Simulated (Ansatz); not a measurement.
**Pd16H: geometry relaxation (part 2 of 2)**

Continued. System: Pd16H (defect cell, 17 atoms in the cell). Method: DFT PBE, scalar-relativistic, plane waves, PAW, no spin polarisation (Ansatz 0.2.0); cutoff 420 eV, 4×4×4 k-mesh, Gaussian smearing of 0.1 eV. The structure derives from a Materials Project entry. It belongs to a series of runs on one base structure; here: H interstitial, charge +0, atoms relaxed.

Geometry of the input (Å; fractional positions):
```
3.9422  3.9422  -3.9422
-3.9422  -3.9422  -3.9422
-3.9422  3.9422  3.9422
Pd 0.2500  0.7500  -0.0000
Pd 0.5000  0.5000  0.0000
Pd 0.7500  0.2500  0.0000
Pd 0.7500  0.7500  0.5000
Pd 0.0000  0.7500  0.2500
Pd 0.2500  0.5000  0.2500
Pd 0.5000  0.2500  0.2500
Pd 0.7500  0.0000  0.2500
Pd 0.0000  0.0000  0.0000
Pd 0.5000  0.7500  0.7500
Pd 0.7500  0.5000  0.7500
Pd 0.0000  0.5000  0.5000
Pd 0.2500  0.2500  0.5000
Pd 0.5000  0.0000  0.5000
Pd -0.0000  0.2500  0.7500
Pd 0.2500  -0.0000  0.7500
H  -0.0051  0.4825  -0.0219
```

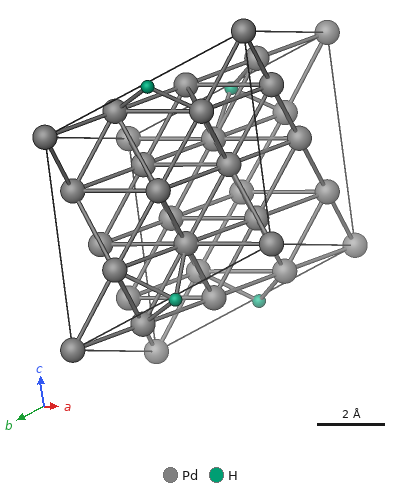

Figure 1. The geometry at step 3 of the log (ball-and-stick view of the cell of the calculation, seen at an oblique angle).

**Output, continued**
```
  k-point 1: bands = ["-65.0733", "-65.0625", "-65.0594", "-65.0592", "-65.0509", "-65.0497", "-65.0077", "-65.0061", "-65.0035", "-64.9928", "-64.9891", "-64.9877", "-64.9871", "-64.9842", "-64.9829", "-64.9821", "-30.9638", "-30.9333", "-30.9193", "-30.9165", "-30.8966", "-30.8896", "-30.8864", "-30.8809", "-30.8785", "-30.8771", "-30.8759", "-30.8754", "-30.8263", "-30.8207", "-30.7976", "-30.7959", "-30.7904", "-30.7672", "-30.7596", "-30.7479", "-30.7474", "-30.7380", "-30.7338", "-30.7332",
      "-30.7153", "-30.7146", "-30.7135", "-30.7054", "-30.7011", "-30.6995", "-30.6854", "-30.6841", "-30.6825", "-30.6790", "-30.6757", "-30.6673", "-30.6653", "-30.6644", "-30.6639", "-30.6567", "-30.6288", "-30.6268", "-30.6218", "-30.6188", "-30.6135", "-30.6105", "-30.6018", "-30.5961", "11.1995", "13.4476", "13.7113", "13.9872", "14.1489", "14.4592", "14.4914", "14.5054", "14.5233", "14.5318", "14.5409", "14.5434", "14.6270", "14.6641", "14.6795", "14.7068",
      "14.8161", "14.9339", "14.9548", "14.9698", "15.0437", "15.0854", "15.3261", "15.4687", "15.5465", "15.5504", "15.6558", "15.7050", "15.9011", "15.9479", "16.2722", "16.3564", "16.3664", "16.4621", "16.4662", "16.4725", "16.5220", "16.5349", "16.5392", "16.5407", "16.5560", "16.5573", "16.5797", "16.5822", "16.6111", "16.6128", "16.8113", "16.8329", "16.8816", "16.8822", "16.9403", "16.9543", "17.0128", "17.0272", "17.1478", "17.1583",
      "17.1926", "17.2102", "17.5192", "17.5378", "17.8012", "17.8134", "17.8334", "17.8387", "17.8656", "17.9055", "18.0382", "18.0387", "18.1172", "18.1311", "18.3167", "18.3284", "18.8529", "18.8629", "18.8663", "18.8681", "18.8923", "18.8944", "18.8954", "18.9056", "18.9096", "18.9165", "18.9288", "18.9428", "20.3402", "20.6438", "21.5266", "21.8266", "21.8445", "21.9217", "22.6746", "23.1680", "23.2458", "23.2769", "24.3486", "24.5468",
      "26.0753", "26.3815", "26.6093", "26.6142", "26.9672", "27.0009", "27.9728", "28.8031", "29.2172", "29.5314", "29.5972", "29.6379", "29.8318", "30.8347"]
  k-point 2: bands = ["-65.0766", "-65.0602", "-65.0585", "-65.0580", "-65.0508", "-65.0503", "-65.0107", "-65.0018", "-65.0018", "-64.9944", "-64.9882", "-64.9882", "-64.9882", "-64.9852", "-64.9852", "-64.9797", "-30.9558", "-30.9275", "-30.9266", "-30.9265", "-30.8996", "-30.8996", "-30.8790", "-30.8702", "-30.8701", "-30.8649", "-30.8628", "-30.8628", "-30.8248", "-30.8247", "-30.8175", "-30.8028", "-30.8028", "-30.7913", "-30.7564", "-30.7564", "-30.7398", "-30.7397", "-30.7294", "-30.7294",
      "-30.7228", "-30.7227", "-30.7127", "-30.7109", "-30.7039", "-30.7038", "-30.6999", "-30.6999", "-30.6693", "-30.6692", "-30.6675", "-30.6567", "-30.6516", "-30.6516", "-30.6478", "-30.6462", "-30.6449", "-30.6449", "-30.6324", "-30.6156", "-30.6156", "-30.6093", "-30.5919", "-30.5919", "11.0834", "12.9715", "14.1383", "14.1383", "14.1997", "14.3212", "14.3212", "14.3961", "14.4011", "14.4011", "14.6925", "14.8058", "14.8059", "14.8230", "14.8492", "14.8493",
      "14.8582", "14.8784", "14.8785", "15.1597", "15.5732", "15.5733", "15.6437", "15.6818", "15.6818", "15.6955", "15.7059", "15.7059", "15.9626", "15.9955", "15.9955", "16.0354", "16.0356", "16.0522", "16.0664", "16.0906", "16.0907", "16.1049", "16.3395", "16.4054", "16.4055", "16.4212", "16.4212", "16.4569", "16.4579", "16.4579", "16.7144", "16.7145", "16.7575", "17.1731", "17.1988", "17.1989", "17.2077", "17.2909", "17.2910", "17.3071",
      "17.3163", "17.3164", "17.6198", "17.6381", "17.6381", "17.6970", "17.6971", "18.1084", "18.1084", "18.1472", "18.4097", "18.4098", "18.4159", "18.4327", "18.4335", "18.4337", "18.4522", "18.4524", "18.4855", "18.5104", "18.5104", "18.5227", "19.0526", "19.0716", "19.0837", "19.0837", "19.1295", "19.1296", "20.6975", "21.2641", "21.2642", "21.3045", "21.3267", "21.3267", "22.4579", "22.5529", "22.5530", "23.2477", "23.7168", "23.7168",
      "26.3145", "26.9743", "26.9743", "27.5601", "29.0523", "29.0523", "29.3197", "29.3468", "29.3469", "29.6927", "29.9952", "30.0084", "30.0086", "30.7007"]
  k-point 31: bands = ["-65.0766", "-65.0605", "-65.0582", "-65.0580", "-65.0508", "-65.0503", "-65.0107", "-65.0018", "-65.0018", "-64.9944", "-64.9882", "-64.9882", "-64.9882", "-64.9852", "-64.9852", "-64.9797", "-30.9558", "-30.9277", "-30.9265", "-30.9264", "-30.8996", "-30.8996", "-30.8790", "-30.8702", "-30.8701", "-30.8649", "-30.8628", "-30.8627", "-30.8247", "-30.8247", "-30.8175", "-30.8028", "-30.8028", "-30.7913", "-30.7564", "-30.7564", "-30.7398", "-30.7397", "-30.7294", "-30.7294",
      "-30.7228", "-30.7228", "-30.7127", "-30.7109", "-30.7039", "-30.7038", "-30.6999", "-30.6999", "-30.6693", "-30.6692", "-30.6675", "-30.6567", "-30.6516", "-30.6516", "-30.6478", "-30.6462", "-30.6449", "-30.6449", "-30.6324", "-30.6156", "-30.6156", "-30.6093", "-30.5919", "-30.5919", "11.0834", "12.9715", "14.1383", "14.1383", "14.1997", "14.3212", "14.3212", "14.3961", "14.4011", "14.4011", "14.6926", "14.8058", "14.8059", "14.8230", "14.8492", "14.8493",
      "14.8582", "14.8784", "14.8784", "15.1597", "15.5732", "15.5733", "15.6437", "15.6818", "15.6819", "15.6955", "15.7059", "15.7060", "15.9627", "15.9954", "15.9955", "16.0354", "16.0356", "16.0522", "16.0663", "16.0906", "16.0908", "16.1049", "16.3396", "16.4054", "16.4055", "16.4212", "16.4212", "16.4569", "16.4579", "16.4579", "16.7144", "16.7145", "16.7575", "17.1731", "17.1988", "17.1989", "17.2077", "17.2909", "17.2910", "17.3071",
      "17.3163", "17.3164", "17.6197", "17.6381", "17.6381", "17.6970", "17.6970", "18.1084", "18.1084", "18.1472", "18.4097", "18.4097", "18.4160", "18.4326", "18.4335", "18.4338", "18.4522", "18.4524", "18.4855", "18.5104", "18.5104", "18.5227", "19.0526", "19.0716", "19.0837", "19.0837", "19.1295", "19.1295", "20.6975", "21.2641", "21.2642", "21.3045", "21.3267", "21.3267", "22.4579", "22.5529", "22.5530", "23.2477", "23.7167", "23.7168",
      "26.3146", "26.9743", "26.9743", "27.5600", "29.0522", "29.0523", "29.3196", "29.3469", "29.3469", "29.6928", "29.9950", "30.0084", "30.0087", "30.7007"]
--- Relaxed structure (5 steps of the walk, 5 accepted, 0 SCFs on fresh bases) ---
  F+E_penalty+E_count = -111581.68547945 eV   max|allowed force component| = 3.855e-3 eV/Å
  atoms:
    - { symbol: Pd, position: [0.25252105855287665, 0.751846070616683, -0.0011201005970135347] }
    - { symbol: Pd, position: [0.4997435575786689, 0.49905442327985017, -0.0011733934788993928] }
    - { symbol: Pd, position: [0.7469981641665518, 0.24632267624801069, -0.0011207507616020629] }
    - { symbol: Pd, position: [0.7497367648631799, 0.749048039848965, 0.49879647397417615] }
    - { symbol: Pd, position: [-0.00023849347650908848, 0.7517612714288943, 0.2515535055675966] }
    - { symbol: Pd, position: [0.25249099715805956, 0.49909000701491446, 0.25161159328873495] }
    - { symbol: Pd, position: [0.4997235354917029, 0.24903918898435215, 0.24879874176187788] }
    - { symbol: Pd, position: [0.7497382995093445, -0.0009636060758349829, 0.24881076018012416] }
    - { symbol: Pd, position: [-0.0002618770365385177, -0.0009526977903282333, -0.001173267586963909] }
    - { symbol: Pd, position: [0.4997247007571862, 0.7490389112671174, 0.7487998223476813] }
    - { symbol: Pd, position: [0.746969574836462, 0.4990816738547341, 0.7460819707942705] }
    - { symbol: Pd, position: [-0.0002611391736323901, 0.4990564230262793, 0.49880039355581424] }
    - { symbol: Pd, position: [0.2497126500926375, 0.24902379949149733, 0.49879638384016894] }
    - { symbol: Pd, position: [0.499708187544711, -0.0009741257954679036, 0.4987987954374888] }
    - { symbol: Pd, position: [-0.0002441435488682586, 0.2463306446751482, 0.7461179047033604] }
    - { symbol: Pd, position: [0.24971397402593343, -0.0009649153038800706, 0.748785101342098] }
    - { symbol: H, position: [-0.0008364500417661069, 0.4976763024290651, -0.003044466868913215] }
```

**Trajectory as extended XYZ (Å, eV, eV/Å), 5 frames, from step=1 to step=5**
```
17
Lattice="3.9422 3.9422 -3.9422 -3.9422 -3.9422 -3.9422 -3.9422 3.9422 3.9422" Properties=species:S:1:pos:R:3:forces:R:3 step=1 energy=-111581.65561
Pd   -1.9711   -1.9711   -3.9423   -0.0472   0.0131  -0.3658
Pd    0.0000    0.0000   -3.9423    0.0077   0.0158  -0.0142
Pd    1.9711    1.9711   -3.9423   -0.0476   0.0132   0.3684
Pd   -1.9711    1.9711   -3.9423    0.0104  -0.0027   0.0031
Pd   -3.9423   -1.9711   -1.9711   -0.3258   0.0110  -0.0008
Pd   -1.9711    0.0000   -1.9711   -0.0448   0.3516  -0.0009
Pd    0.0000    1.9711   -1.9711    0.0213  -0.0033   0.0001
Pd    1.9711    3.9423   -1.9711    0.0110  -0.0088   0.0002
Pd    0.0000    0.0000    0.0000    0.0085   0.0166   0.0147
Pd   -3.9423    1.9711   -1.9711    0.0209  -0.0020   0.0002
Pd   -1.9711    3.9423   -1.9711   -0.0506  -0.3880  -0.0010
Pd   -3.9423    0.0000    0.0000    0.0188  -0.0234  -0.0253
Pd   -1.9711    1.9711    0.0000    0.0103  -0.0028  -0.0023
Pd    0.0000    3.9423    0.0000    0.0196  -0.0242   0.0258
Pd   -3.9423    1.9711    1.9711    0.4896   0.0175  -0.0012
Pd   -1.9711    3.9423    1.9711    0.0097  -0.0029   0.0002
H    -1.8359   -2.0084   -1.9685   -0.1118   0.0193  -0.0013
17
Lattice="3.9422 3.9422 -3.9422 -3.9422 -3.9422 -3.9422 -3.9422 3.9422 3.9422" Properties=species:S:1:pos:R:3:forces:R:3 step=2 energy=-111581.67705
Pd   -1.9757   -1.9698   -3.9744    0.0212  -0.0054   0.1656
Pd    0.0005    0.0015   -3.9435   -0.0034  -0.0093   0.0082
Pd    1.9665    1.9724   -3.9101    0.0213  -0.0054  -0.1658
Pd   -1.9691    1.9706   -3.9415   -0.0031   0.0007   0.0007
Pd   -3.9757   -1.9700   -1.9712    0.1561  -0.0050   0.0004
Pd   -1.9755    0.0321   -1.9712    0.0207  -0.1637   0.0004
Pd    0.0022    1.9706   -1.9711   -0.0094   0.0012   0.0000
Pd    1.9732    3.9410   -1.9711   -0.0035   0.0015   0.0000
Pd    0.0005    0.0016    0.0013   -0.0038  -0.0097  -0.0085
Pd   -3.9402    1.9707   -1.9711   -0.0097   0.0003  -0.0001
Pd   -1.9760    3.9096   -1.9712    0.0217   0.1656   0.0004
Pd   -3.9408   -0.0020   -0.0023   -0.0092   0.0128   0.0141
Pd   -1.9691    1.9706   -0.0007   -0.0031   0.0007  -0.0011
Pd    0.0016    3.9402    0.0023   -0.0097   0.0132  -0.0144
Pd   -3.9065    1.9727    1.9710   -0.1384  -0.0052   0.0004
Pd   -1.9692    3.9425    1.9712   -0.0027   0.0036  -0.0001
H    -1.8359   -2.0093   -1.9684   -0.0448   0.0040  -0.0002
17
Lattice="3.9422 3.9422 -3.9422 -3.9422 -3.9422 -3.9422 -3.9422 3.9422 3.9422" Properties=species:S:1:pos:R:3:forces:R:3 step=3 energy=-111581.68270
Pd   -1.9739   -1.9703   -3.9638    0.0049  -0.0009   0.0038
Pd    0.0010    0.0007   -3.9429   -0.0006  -0.0022   0.0019
Pd    1.9683    1.9720   -3.9206    0.0049  -0.0009  -0.0034
Pd   -1.9689    1.9706   -3.9415   -0.0003   0.0000   0.0002
Pd   -3.9648   -1.9704   -1.9712    0.0085  -0.0007   0.0000
Pd   -1.9738    0.0215   -1.9712    0.0045  -0.0058   0.0001
Pd    0.0022    1.9706   -1.9711   -0.0020   0.0001   0.0000
Pd    1.9734    3.9410   -1.9711   -0.0004   0.0001   0.0000
Pd    0.0010    0.0008    0.0007   -0.0007  -0.0023  -0.0019
Pd   -3.9402    1.9706   -1.9711   -0.0021  -0.0002   0.0000
Pd   -1.9742    3.9200   -1.9712    0.0053  -0.0008   0.0001
Pd   -3.9407   -0.0012   -0.0013   -0.0017   0.0027   0.0030
Pd   -1.9689    1.9706   -0.0007   -0.0002   0.0000  -0.0003
Pd    0.0016    3.9410    0.0013   -0.0018   0.0028  -0.0031
Pd   -3.9166    1.9722    1.9710    0.0355  -0.0008   0.0001
Pd   -1.9689    3.9425    1.9712   -0.0001   0.0007   0.0000
H    -1.8460   -2.0071   -1.9686   -0.0536   0.0082  -0.0005
17
Lattice="3.9422 3.9422 -3.9422 -3.9422 -3.9422 -3.9422 -3.9422 3.9422 3.9422" Properties=species:S:1:pos:R:3:forces:R:3 step=4 energy=-111581.68537
Pd   -1.9657   -1.9723   -3.9638    0.0007  -0.0007  -0.0001
Pd    0.0062   -0.0014   -3.9422    0.0009  -0.0001  -0.0001
Pd    1.9766    1.9700   -3.9205    0.0007  -0.0007   0.0001
Pd   -1.9645    1.9695   -3.9420    0.0004  -0.0001   0.0000
Pd   -3.9575   -1.9724   -1.9710    0.0003   0.0001   0.0000
Pd   -1.9657    0.0200   -1.9710    0.0005  -0.0003   0.0000
Pd    0.0065    1.9695   -1.9710    0.0003   0.0000   0.0000
Pd    1.9777    3.9405   -1.9710    0.0004   0.0000   0.0000
Pd    0.0062   -0.0014    0.0002    0.0009  -0.0001   0.0001
Pd   -3.9358    1.9695   -1.9710    0.0003  -0.0001   0.0000
Pd   -1.9657    3.9189   -1.9710    0.0006  -0.0004   0.0001
Pd   -3.9359   -0.0017   -0.0001    0.0004  -0.0002  -0.0001
Pd   -1.9645    1.9695    0.0000    0.0004  -0.0001   0.0000
Pd    0.0064    3.9405    0.0004    0.0003  -0.0002   0.0001
Pd   -3.9135    1.9699    1.9712    0.0002  -0.0002   0.0000
Pd   -1.9645    3.9407    1.9712    0.0003   0.0000   0.0000
H    -1.9358   -1.9841   -1.9702   -0.0076   0.0029  -0.0002
17
Lattice="3.9422 3.9422 -3.9422 -3.9422 -3.9422 -3.9422 -3.9422 3.9422 3.9422" Properties=species:S:1:pos:R:3:forces:R:3 step=5 energy=-111581.68548
Pd   -1.9640   -1.9729   -3.9639   -0.0001  -0.0009  -0.0011
Pd    0.0073   -0.0019   -3.9421    0.0005   0.0003  -0.0005
Pd    1.9782    1.9694   -3.9203   -0.0002  -0.0009   0.0010
Pd   -1.9637    1.9691   -3.9422    0.0000   0.0001   0.0001
Pd   -3.9563   -1.9729   -1.9710   -0.0013  -0.0010   0.0001
Pd   -1.9641    0.0198   -1.9710    0.0001   0.0011   0.0001
Pd    0.0074    1.9691   -1.9710    0.0003   0.0001   0.0000
Pd    1.9786    3.9403   -1.9710    0.0001   0.0003   0.0000
Pd    0.0073   -0.0019    0.0002    0.0005   0.0003   0.0004
Pd   -3.9348    1.9691   -1.9710    0.0003   0.0003   0.0000
Pd   -1.9640    3.9185   -1.9710   -0.0005  -0.0011   0.0001
Pd   -3.9348   -0.0020    0.0000   -0.0002   0.0001   0.0003
Pd   -1.9637    1.9691    0.0002    0.0000   0.0001  -0.0001
Pd    0.0074    3.9402    0.0003   -0.0003   0.0002  -0.0004
Pd   -3.9134    1.9693    1.9712    0.0039  -0.0005   0.0000
Pd   -1.9637    3.9401    1.9713   -0.0001   0.0005   0.0000
H    -1.9533   -1.9773   -1.9707   -0.0028   0.0009  -0.0001
```

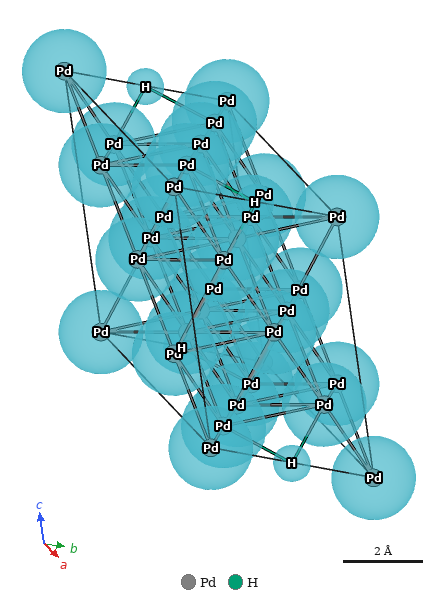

Figure 2. Isosurface of the valence pseudo-density at 0.5 e/Å³ (cyan), seen at an oblique angle. Sticks mark near contacts. The outline is the calculation cell. At this value the density breaks into separate islands; it holds about 85 % of the electrons treated as valence (semicore included). It is pinched off along the Pd–H (1.98 Å), Pd–Pd (2.77 Å) and Pd–Pd (2.82 Å) contacts. On the grid the lowest density along these lines, outside the cores, is 0.4 e/Å³ (Pd–H, 1.98 Å), 0.29 e/Å³ (Pd–Pd, 2.77 Å) and 0.27 e/Å³ (Pd–Pd, 2.82 Å). Core electrons are frozen (PAW), so the fields are smoothed inside the atomic spheres.

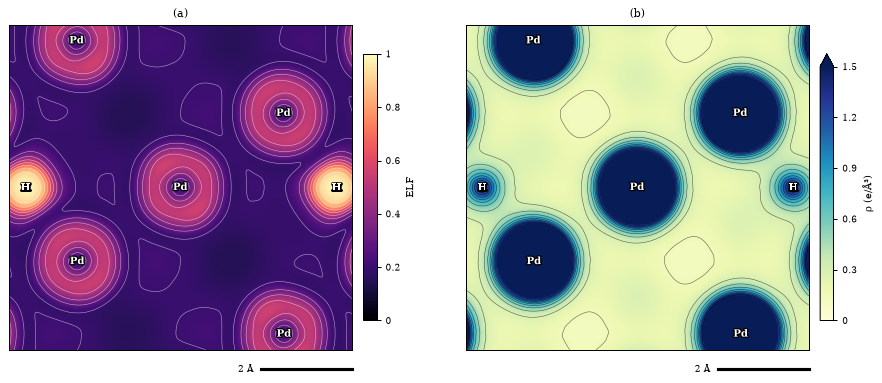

Figure 3. (a) electron localisation function; (b) valence charge density (pseudo) on the (011̄) plane of the calculation cell. Atoms in the plane: Pd and H. Pd–H (1.98 Å): the density is about 0.74 e/Å³ at the midpoint, with its minimum of 0.4 e/Å³ about 1.3 Å from Pd; the ELF climbs to about 0.95 towards the hydrogen. Pd–Pd (2.79 Å): ρ is about 0.28 e/Å³ halfway; the ELF is about 0.20 at the midpoint; no localised pair between them. Pd–Pd (2.79 Å): the density is about 0.28 e/Å³ at the midpoint; the ELF is about 0.20 at the midpoint; no shared electron pair. Away from the nuclei the density in this plane falls to 0.12 e/Å³ at its lowest. The strong features right at Pd lie inside the PAW spheres (semicore, d or f shells) and say nothing about bonding.

**Results in brief**

- outcome: converged
- electrons treated: 289
- free energy: −111581.6855 eV
- Fermi energy: 18.983 eV
- gap on the k-point mesh: none (metallic)
- final volume: 245.07 Å³
- largest force (length of the vector) at the end: 0.004 eV/Å
- hardware: 8 threads of Intel Xeon @ 2.70GHz, 189 GiB of memory available, shared host
- wall time: 1.9 min (CPU time 14 min)
- peak memory: 2.3 GiB
